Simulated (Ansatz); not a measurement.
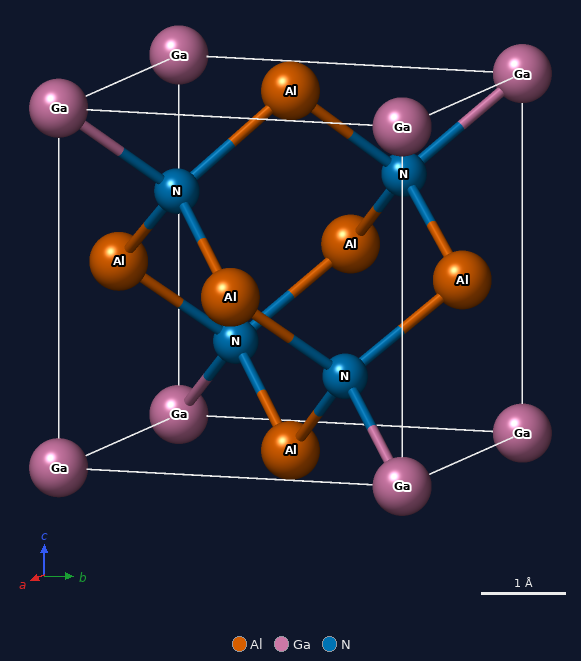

Phonons of solid Al₃GaN₄, space group P-43m (No. 215), at the zone centre. Style: ball-and-stick. Shown: the cell of the calculation, slightly off an axis.

Method: DFT LDA, scalar-relativistic, plane waves, PAW (Ansatz). (plane-wave cutoff 420 eV; k-point mesh 8 × 8 × 8; occupations fixed; no spin polarisation)

Frequencies are those without the non-analytic (LO–TO) term.

**List the optical modes.**

The calculation's cell holds 8 atoms, so there are 21 optical modes, in 8 levels. The optical modes span 4T₂ + 2T₁ + A₁ + E. No level is unstable.

| level | symmetry | frequency (cm⁻¹) | activity |
| --- | --- | --- | --- |
| 1 | T₂ | 248 | infrared- and Raman-active |
| 2 | T₁ | 335 | silent |
| 3 | T₂ | 528 | infrared- and Raman-active |
| 4 | T₂ | 623 | infrared- and Raman-active |
| 5 | T₁ | 671 | silent |
| 6 | T₂ | 674 | infrared- and Raman-active |
| 7 | A₁ | 702 | Raman-active |
| 8 | E | 717 | Raman-active |

The modes drawn as arrows (one member of each degenerate set), 6 of the levels:

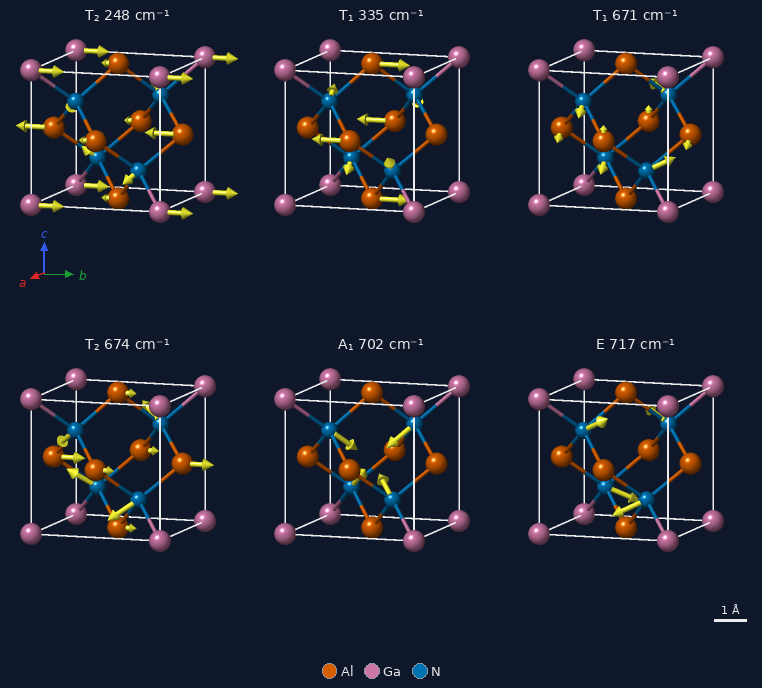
